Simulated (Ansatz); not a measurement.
**HfSiO$_{4}$: density, localisation and related maps**

```
Hf Si O
1.0
     5.83242    0.00000    0.00000
     0.00000    5.83242    0.00000
     0.00000    0.00000    8.26362
Hf Si O
2 2 8
Direct
  0.50000 0.00000 0.25000
  0.00000 0.50000 0.75000
  0.00000 0.00000 0.00000
  0.50000 0.50000 0.50000
  0.49269 0.27164 0.38589
  0.99269 0.77164 0.88589
  0.77164 0.00731 0.11411
  0.27164 0.50731 0.61411
  0.00731 0.22836 0.88589
  0.50731 0.72836 0.38589
  0.22836 0.99269 0.11411
  0.72836 0.49269 0.61411
```

Space group I-4; a structure generated by program, which may or may not match a known phase.

Method: DFT PBE, scalar-relativistic, plane waves, PAW (Ansatz 0.2.0).

The density is the valence pseudo-density of a PAW calculation; it isn't the true density close to the nuclei.

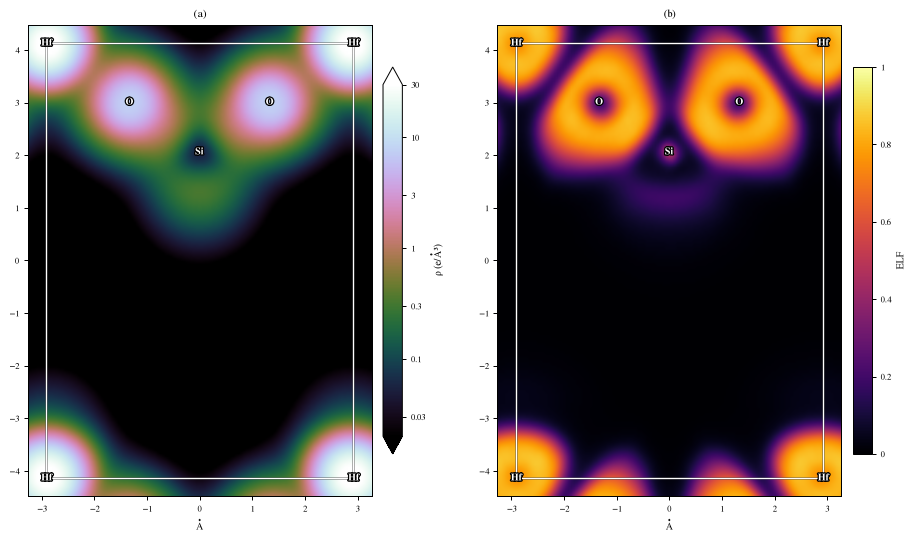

Figure 1. (a) valence pseudo-density; (b) ELF on the (010) plane of the conventional cell.

Interpret the plot.

The section cuts through Hf, Si and O sites. Si–O (1.63 Å): ρ is about 1.2 e/Å³ halfway; the ELF peaks at about 0.85 between the atoms, as expected for a polar covalent bond. Hf–O (1.94 Å): the density is about 1.1 e/Å³ at the midpoint; the ELF peaks at about 0.80 in the valence shell of O, 0.6 Å from its nucleus, and drops to about 0.20 between the two atoms; no localised pair shows between them. The density dies away to nearly zero in the voids. The features right at Hf lie inside the PAW spheres, where the map follows smoothed inner orbitals and isn't to be read closely.

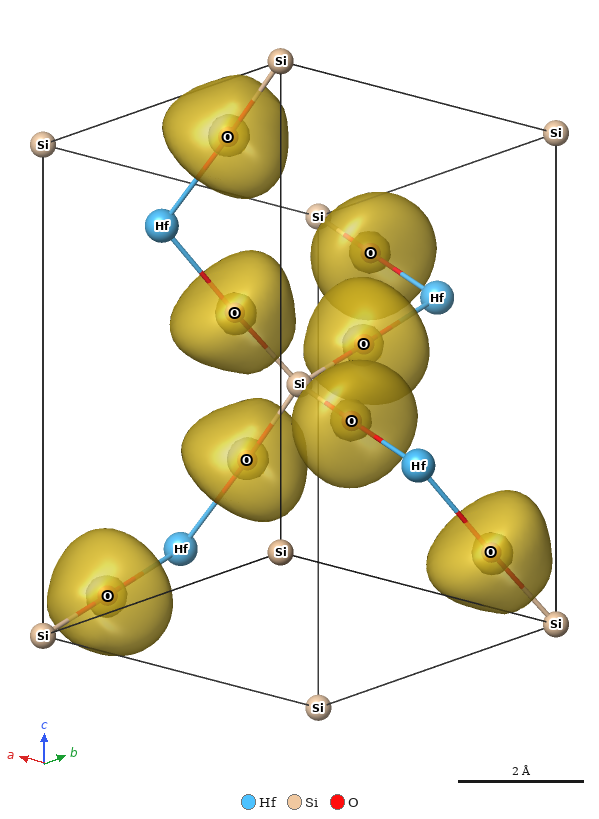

Figure 2. Isosurface of the ELF at 0.65 (yellow), seen at an oblique angle. Core shells and regions of very low density are left out. Sticks mark near contacts.

Where are the electrons localised?

The surface consists of eight regions on O in which the atom's valence shell and bonds are merged, counted in one cell of 12 atoms. Regions shared between cells count once.

Which way does charge flow, and how much by Bader's partition?

Electrons move from Hf and Si towards O. Bader charges: Hf +2.62, Si +3.27 and O −1.47 e.

Does the calculation make it a metal, or give it a gap?

It is gapped, with a Kohn–Sham gap of 4.8 eV on the k-point mesh, an upper bound to the gap of this method.
